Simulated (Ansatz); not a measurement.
## Mg: 5 runs along one coordinate

System: Mg (Fm-3m, 1 atom in the cell).
Method: DFT, revPBE, plane waves (420 eV) with PAW, scalar-relativistic, no spin polarisation (Ansatz 0.2.0).

The 5 runs differ only in the geometry, by an even scaling of the cell at fixed fractional positions.

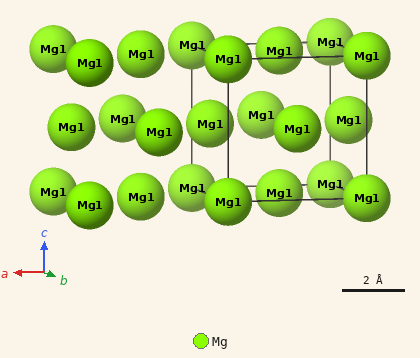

Figure 1. The structure of run 3 (spheres-only view of the cell 4 times as large as that of the calculation, set on its symmetry axes, repeated 2 × 1 × 1, seen at an oblique angle; atoms are numbered from 1 in the order of the input).

**Input of run 3**
```yaml
crystal:
  lattice:
    - [0.0, 2.3114054498, 2.3114054498]
    - [2.3114054498, 0.0, 2.3114054498]
    - [2.3114054498, 2.3114054498, 0.0]
  atoms:
    - { symbol: Mg, position: [0.0, 0.0, 0.0] }
hamiltonian:
  xc: revpbe
  pseudopotentials:
    kind: paw
    azcp:
      Mg: "pseudopotentials/Mg.paw.azcp"
basis:
  ecutwfc: 420
  fft_grid_basis: typed
kpoints:
  mp_grid: { grid: [13, 13, 13], shift: [0, 0, 0] }
magnetization:
  spin_polarized: false
scf:
  occupations: { method: fermi_dirac, width: 0.1 }
  lower_state_search: "off"
output:
  stress: true
```

Run 2 differs from it as follows:
```diff
-    - [0.0, 2.3114054498, 2.3114054498]
-    - [2.3114054498, 0.0, 2.3114054498]
-    - [2.3114054498, 2.3114054498, 0.0]
+    - [0.0, 2.2505505086, 2.2505505086]
+    - [2.2505505086, 0.0, 2.2505505086]
+    - [2.2505505086, 2.2505505086, 0.0]
```

**Results, with one run withheld**

| run | volume per atom (Å³) | free energy per atom, from the lowest run given (meV) | pressure (GPa) |
| --- | --- | --- | --- |
| 1 | 20.898 | 41.52 | 5.58 |
| 2 | 22.798 | ? | ? |
| 3 | 24.698 | 0.00 | −1.19 |
| 4 | 25.648 | 10.12 | −2.19 |
| 5 | 26.598 | 25.63 | −3.01 |

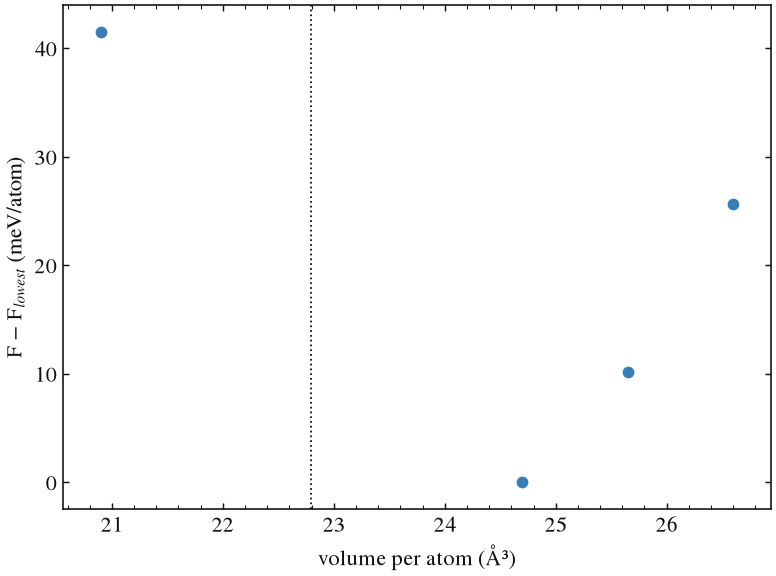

Figure 2. Free energy per atom of the runs given; the dotted line marks run 2.

What should run 2 give?

A quadratic polynomial in V^(−2/3) (the Birch–Murnaghan form), fitted to the 4 runs given, misses them by under 0.01 meV per atom. With x = V^(−2/3) − 0.11923 Å⁻², it reads F = −2.4077 − 1322.4 x + 3.8299e+05 x² (meV per atom). At run 2 it gives 0.93 meV per atom, and the run itself gives 0.95. The slope of the fit gives a pressure −dF/dV of 1.53 GPa there, and the run prints 1.53 GPa. The fit has its minimum at 23.772 Å³ per atom, where V d²F/dV² gives 33.6 GPa: the bulk modulus at this level, since symmetry fixes the shape and the positions.

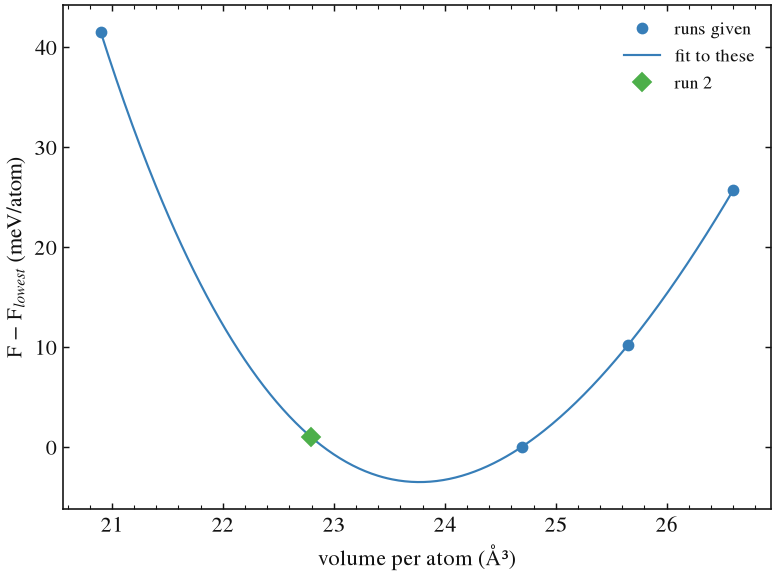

Figure 3. The fit and the withheld run.

**Output, shortened to warnings, some set-up lines, iterations and results (run 2)**
```
Basis set: ecut = 420 eV, 459 PW (Γ)
Symmetry: 48 space group operations
k-points: 84 of 2197
Initial density: superposition of atomic densities (neutral atoms: chi_scale 0, normalization atom), corrected by the library's trained network
[...]
SCF iter   1: F=—  HF=-1925.832181 eV  |F-HF|=—  |Δ(HF+E_count)|=         —  Δρ=2.12e-3  dr2=3.84e-4  ethr=1.77e-3  ⟨swp⟩=5.3  Hψ=5253  notcnv=0
SCF iter   2: F=—  HF=-1925.832050 eV  |F-HF|=—  |Δ(HF+E_count)|=   1.31e-4  Δρ=6.57e-4  dr2=6.63e-5  ethr=3.84e-6  ⟨swp⟩=2.0  Hψ=1836  notcnv=0
SCF iter   3: F=—  HF=-1925.832062 eV  |F-HF|=—  |Δ(HF+E_count)|=   1.21e-5  Δρ=1.46e-4  dr2=4.21e-6  ethr=6.63e-7  ⟨swp⟩=2.0  Hψ=1177  notcnv=0
SCF iter   4: F=-1925.832065 eV  HF=-1925.832065 eV  |F-HF|=6.27e-9  |Δ(HF+E_count)|=   2.27e-6  Δρ=7.48e-6  dr2=4.60e-9  ethr=4.21e-8  ⟨swp⟩=2.0  Hψ=1162  notcnv=0
SCF iter   5: F=-1925.832065 eV  HF=-1925.832065 eV  |F-HF|=3.62e-11  |Δ(HF+E_count)|=   9.09e-9  Δρ=8.05e-7  dr2=7.08e-11  ethr=4.60e-11  ⟨swp⟩=2.0  Hψ=1192  notcnv=0
SCF iter   6: F=-1925.832065 eV  HF=-1925.832065 eV  |F-HF|=0.00e0  |Δ(HF+E_count)|=  5.00e-11  Δρ=6.76e-8  dr2=6.48e-13  ethr=1.00e-12  ⟨swp⟩=1.0  Hψ=2271  notcnv=0
SCF 1 converged in 6 iterations: F = -1925.832065 eV  dr2 = 6.48e-13
SCF converged after 6 iterations
Free energy (F): -1925.832065 eV
Harris-Foulkes:  -1925.832065 eV  (|F-HF|=0.00e0)
Internal energy: -1925.817624 eV  (E = F + TS)
E sigma→0 (E₀):  -1925.824844 eV
Entropy (-TS):   -0.014441 eV (-14.441 meV/atom)
Fermi energy:    5.783722 eV
--- Per-component energies (eV) ---
  E_band       = -356.023890
  E_kinetic    = 74.725959
  E_local      = -1617.784170  (includes V_loc(G=0)·N_el)
  E_nonlocal   = 95.688908
  E_hartree    = 577.710814
  E_xc         = -28.468952
  E_vxc        = -36.619787  (∫ρ·V_xc dr)
  E_paw        = -294.291380  (= ΣΔE_a)
  E_vpaw       = -27.456408  (= ΣTr[D̂ρ^β])
  E_aug_tail   = -0.000004  (compensation charges beyond the density's cutoff)
  E_ewald      = -733.380435
  E_core_change = -0.018363  (= ΣΔE_core)
  E_smearing   = -0.014441  (= −TS)
  E_closure    = -0.000000  (closes the sum)
  Σ components = -1925.832065   (vs F -1925.832065, Δ=0.00e0)
--- Stress (GPa, compression-positive) ---
        1.529756       0.000000      -0.000000
       -0.000000       1.529756       0.000000
       -0.000000       0.000000       1.529756
  P = ⅓ Tr σ = 1.5298 GPa (15.298 kbar)
```
